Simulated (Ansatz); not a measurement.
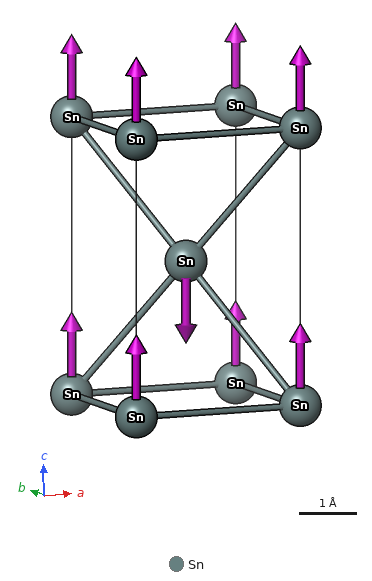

Lattice vibrations of crystalline Sn, space group I4/mmm (No. 139), at the zone centre of a doubled cell. The levels lie at 7i, 29, 103 cm⁻¹. One mode is drawn. The purple arrows give the relative displacements of the atoms. The picture is a ball-and-stick view of the cell of the calculation, seen slightly off an axis.

These are results of Ansatz 0.2.0, DFT PBE+D3(BJ), scalar-relativistic, plane waves, PAW, not measurements. (plane-wave cutoff 420 eV; k-point mesh 18 × 18 × 12; occupations gaussian; smearing width 0.15 eV; no spin polarisation)

Q: Which of these frequencies is the drawn mode's?

A: The level at 103 cm⁻¹. This is a non-degenerate mode, the highest level (the three translations aside). All motion is along c of the drawn cell; atoms of one kind move against one another, with no net shift of their sublattice. It changes sign from one half of the doubled cell to the other: it belongs to the zone boundary, q = (0, 0, 1/2) in the reciprocal vectors of the undoubled cell.
